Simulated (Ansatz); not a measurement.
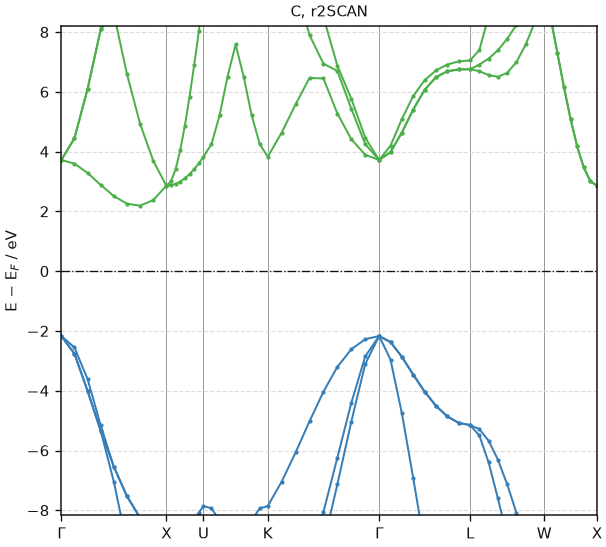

Write a caption that states what the plot shows.

Band structure of C, space group Fd-3m (No. 227), 2 atoms in the cell. Computed with Ansatz: DFT, r2SCAN, all-electron PAW with datasets made for the crystal, scalar-relativistic, no spin polarisation, 14×14×14 k mesh, Fermi-Dirac smearing of 0.03 eV. Energies are counted from the Fermi level. The path runs straight from each named point to the next.

An insulator. The gap along this path is 4.36 eV and indirect, from the valence-band top at Γ to the conduction-band bottom between Γ and X; the smallest direct gap is 5.89 eV, at Γ. Three bands meet at the valence-band top at Γ: it is triply degenerate (spin aside). The direct gaps are 11.91 eV at L, 11.69 eV at K and 11.69 eV at U.
